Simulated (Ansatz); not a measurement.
The crystal is LaBiS2O (P4/nmm).

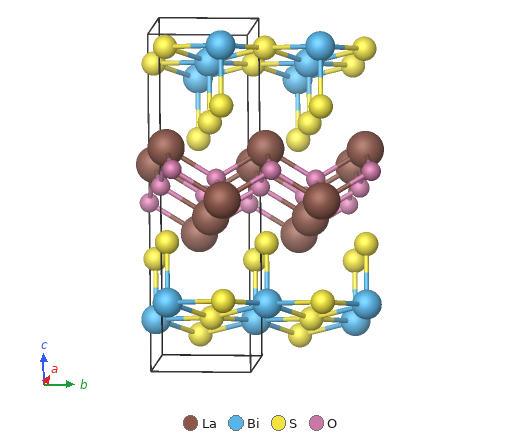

The structure (lanthanum brown, bismuth blue, sulfur yellow, oxygen pink). 2×2×1 cells are drawn. Some periodic images of atoms are drawn too.

```
La Bi S O
1.0
     4.06460    0.00000    0.00000
     0.00000    4.06460    0.00000
     0.00000    0.00000   13.86140
La Bi S O
2 2 4 2
Cartesian
  2.0323 0.0000 8.1678
  0.0000 2.0323 5.6936
  0.0000 2.0323 12.0602
  2.0323 0.0000 1.8012
  2.0323 0.0000 12.3149
  0.0000 2.0323 1.5465
  0.0000 2.0323 9.5779
  2.0323 0.0000 4.2835
  0.0000 0.0000 6.9307
  2.0323 2.0323 6.9307
```

Geometry: measured lattice cell, ions relaxed with r2SCAN; the structure entry is the Materials Project's. The runs that relaxed it are not among those shown. Spin-orbit coupling is left out unless a run names it.

Gaps computed with Ansatz 0.2.0 without a self-energy: r2SCAN 1.11 eV, r2SCAN+SOC 0.57 eV and HSE06 1.34 eV. The mean ε∞ by r2SCAN perturbation theory is 11.48.

**Question.** Estimate the G0W0@r2SCAN gap with 4×4×2 mesh, 955 empty bands, screening to 150 eV, PAW set soft_1 files.

About 1.35 eV: on its mesh the run moves the gap from 1.14 eV by +0.24 eV, and the mesh misses the edges by 0.03 eV. Among the scalar-relativistic levels given, HSE06 is nearest (−0.01 eV). One-shot corrections scale roughly with one over ε∞, here 0.09. Spin-orbit coupling is not in that value; its −0.54 eV at the r2SCAN level would bring it to about 0.81 eV. Bands and cutoff are finite, so the gap is not at the basis limit. The miss can reach some tenths of an eV and take either sign; the mesh is an error of its own. The 4×4×2 mesh is coarse for this cell (its supercell is 16 Å along the shortest edge). The RPA ε∞ on it, from the r2SCAN start, is 6.35 and 19.34; such meshes misread the long-range screening, most where the gap is narrow. Where an edge is built on 6p states of lead, bismuth or thallium, scalar-relativistic gaps usually stand too wide, by a few tenths to over one eV. Empty 4f levels lie among the conduction bands. Their place in the start is unsure; it enters the screening, and the edge itself where they lie low. The many-body steps are scalar-relativistic: spin-orbit coupling is not in them.

[Paths, hosts, dates, memory and timing lines, banners, echoed tables and standing remarks are left out of the program output.]

[Logs are printed without paths, hosts, clocks, repeated set-up lines and the standing remarks that a program may print on its own settings, such as how far it seeks lower states.]

[Runs of the session that timed out or met a known fault of the program may be left out.]

[Cells called generated may have been cut or substituted from an entry of the Crystallography Open Database or the Materials Project.]

[No measured gap is set beside runs whose start may be inverted or whose files or cutoffs have a known fault.]

[Hosts, paths, dates, database ids (printed as entryN), source tags and the programs' standing remarks are cut or masked in the printed files.]
